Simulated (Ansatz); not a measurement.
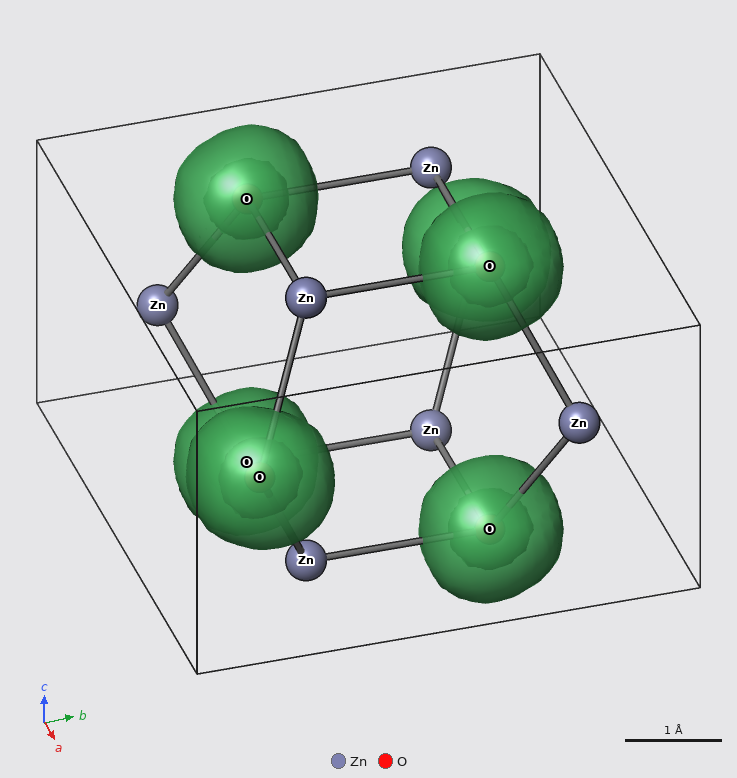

Figure. ZnO. Isosurface of the ELF at 0.75 (green), seen at an oblique angle. Only the valence region is drawn (cores and ρ < 0.01 e/Å³ removed). Sticks mark near contacts.

Space group P4₂/mnm; a structure from a database of computed crystals, not necessarily the ambient phase; computed pressure about 5 GPa in this cell.

All numbers below come from DFT PBE, scalar-relativistic, plane waves, PAW in Ansatz.

Core electrons are frozen (PAW), and the valence fields are smoothed inside the atomic spheres.

> Describe the localisation domains.

The ELF exceeds this value in four regions wrapped around O (the valence shell of each), counted in one cell of 8 atoms. Any copies at cell faces, edges or corners count once. Along the contacts the grid gives the following. Zn–O (1.94 Å): the ELF peaks at about 0.85 in the valence shell of O, 0.6 Å from its nucleus, and is about 0.25 at the midpoint (no shared electron pair shows on this line). Zn–O (2.01 Å): the ELF peaks at about 0.85 in the valence shell of O, 0.6 Å from its nucleus, and is about 0.25 at the midpoint; no shared electron pair shows on this line.

> Does the calculation give a band gap?

It is gapped, with a Kohn–Sham gap of 0.81 eV on the k-point mesh, an upper bound to the gap of this method.
